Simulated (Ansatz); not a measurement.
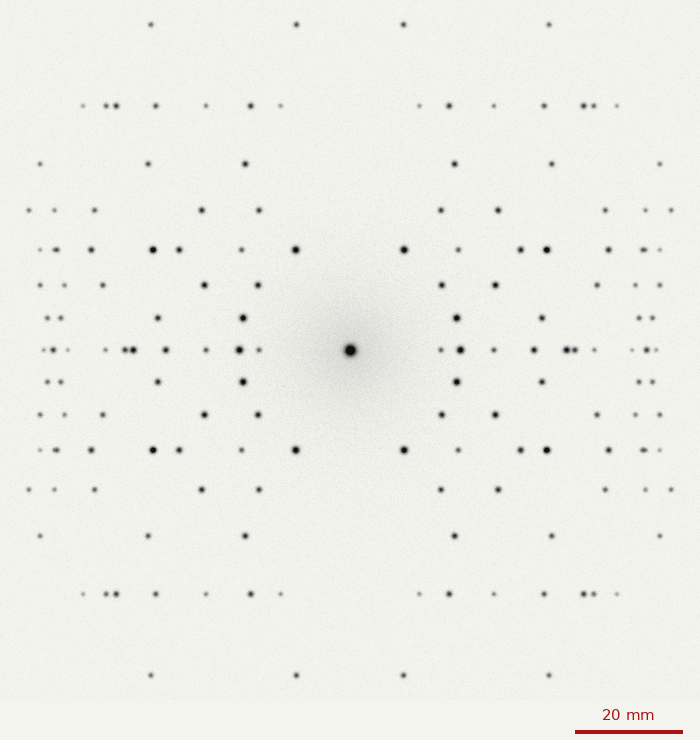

Simulated X-ray rotation photograph: Mo Kα radiation (λ = 0.7107 Å), cylindrical film of radius 57.3 mm unrolled, rotation axis vertical and normal to the beam, kinematic intensities without Lorentz or polarisation factors, the film spanning ±63° about the beam; spots down to d = 0.68 Å.

Measure the layer lines and find the identity period along the axis.

Answer. The first layer line lies 6.0 mm from the equator, so tan ν = 0.105, sin ν = 0.104 and the period is λ/sin ν = 6.81 Å. Further lines follow at 12.2, 18.9, 26.3, 35.0, 46.0, 61.2 mm.

The crystal is Ni, space group P6/mmm (No. 191), a = 3.93 Å, c = 2.38 Å (hexagonal axes). Structure: the geometry relaxed with DFT, m-r2SCAN, plane waves (500 eV) with PAW, scalar-relativistic in Ansatz 0.2.0; the starting structure was generated, so it need not be a known form of this composition.

About which axis was it rotated?

Answer. About [210] (or an equivalent direction), whose length in the conventional cell is 6.814 Å.
